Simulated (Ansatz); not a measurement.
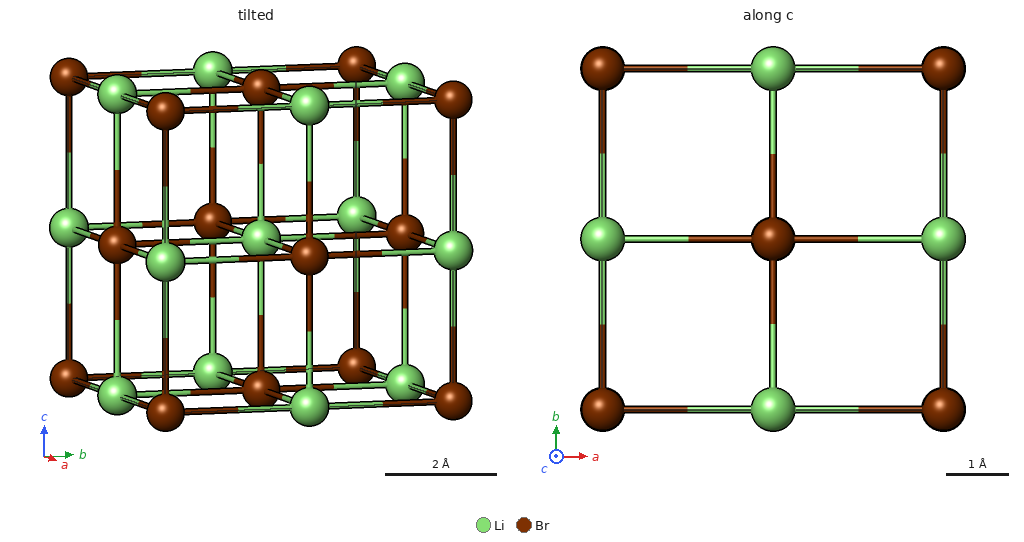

We look at a ball-and-stick model of the crystal slightly off an axis and along the c axis. The conventional unit cell is outlined; an atom on or near a face, edge or corner is repeated at each equivalent position. Cell: a = 5.51 Å, b = 5.51 Å, c = 5.51 Å, α = 90.00°, β = 90.00°, γ = 90.00°.

The initial geometry was a structure type filled with these elements by a generator (whether the compound takes this form wasn't checked). Earlier steps of the study may have refined or changed the cell and positions. It was run through Ansatz as a DFT input.

State composition, symmetry and coordination.

The solid is LiBr. The symmetry is that of Fm-3m (No. 225), on a face-centred cubic lattice. The prototype is rock salt (NaCl type). One cell contains 4 Li, 4 Br, 8 atoms in all. Around each Li lie six Br in an octahedral arrangement at about 2.8 Å. Around each Br lie six Li in an octahedral arrangement at about 2.8 Å. The bonds build a three-dimensional framework.

Setup: DFT PBE, scalar-relativistic, plane waves, PAW in Ansatz 0.2.0; plane-wave cutoff 420 eV, k-points about 0.25 Å⁻¹ apart, Gaussian smearing of 0.02 eV, no spin polarisation.

Is it conducting or gapped at this level?

An insulator at this level, with a gap of 4.90 eV, direct.

What net charge does each kind of atom have (Bader)?

Li +0.90 e; Br -0.90 e.

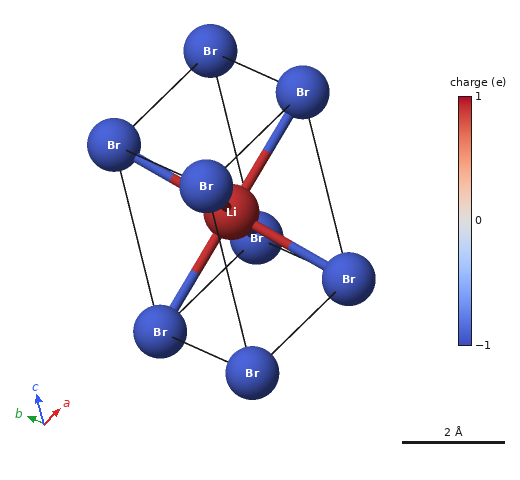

The atoms coloured by those charges. The run's cell of 2 atoms is drawn, so axes and origin can differ from the first picture.

Is this the optimised geometry for these settings?

Yes. All forces vanish to within 0.01 eV/Å. The pressure is 0.0 GPa, close to zero.
